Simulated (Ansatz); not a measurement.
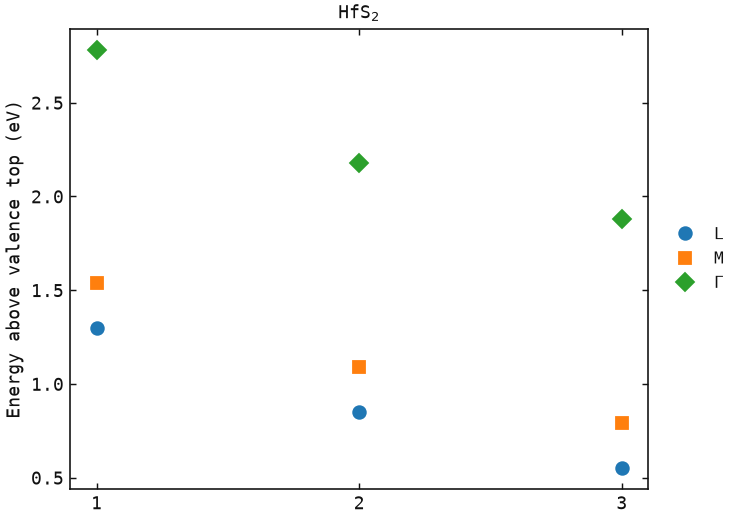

Lowest conduction level at each named k point, counted from the valence-band top at Γ, by several methods on one cell of CdI2-type HfS$_{2}$, space group P-3m1 (No. 164), 3 atoms in the cell, relaxed with r2SCAN+rVV10, then under −3.45 % hydrostatic strain; a = 3.505 Å, c = 5.676 Å (hexagonal axes). All runs are without spin-orbit coupling and carry no moments. The names follow the standardised cell of this lattice; in reduced coordinates of the cell that was run, L is (0.5, 0, 0.5) and M is (0.5, 0, 0). The cell is at 8 GPa in PBE.

**Which column is which method? They are r2SCAN, HSE06 and PBE.**

1 is HSE06; 2 is r2SCAN; 3 is PBE.

```csv
method,program,L (eV),M (eV),Γ (eV)
PBE,Ansatz,0.55,0.79,1.88
r2SCAN,Ansatz,0.85,1.09,2.18
HSE06,Ansatz,1.30,1.54,2.78
```

**Does HSE06 shift these levels rigidly from PBE?**

The shifts are +0.75 eV at L, +0.75 eV at M and +0.90 eV at Γ, and at points that aren't plotted +0.89 eV (A), +0.94 eV (K) and +1.01 eV (H): over the named points that both runs hold, a spread of 0.26 eV on a mean of 0.87 eV, so one shift describes them only roughly.

Settings. PBE: Ansatz PAW set, 12×12×4 k mesh, 420 eV cutoff, Fermi-Dirac smearing of 0.02 eV (Ansatz 0.2.0). r2SCAN: Ansatz PAW set, 12×12×4 k mesh, 500 eV cutoff, fixed occupations (Ansatz 0.2.0). HSE06: Ansatz PAW set, 6×6×4 k mesh, 420 eV cutoff, fixed occupations (Ansatz 0.2.0).

Spin-orbit coupling is left out, which matters for Hf. The cell was built by a generator and needn't be a form met in nature. LDA, GGA and most meta-GGA functionals understate gaps. r2SCAN and HSE06: the PAW data sets were made with another functional. HSE06: the k mesh is thin for exact exchange. The names follow the standardised cell of this lattice; in reduced coordinates of the cell that was run, A is (0, 0, 0.5), K is (0.333, 0.333, 0) and H is (0.333, 0.333, 0.5).
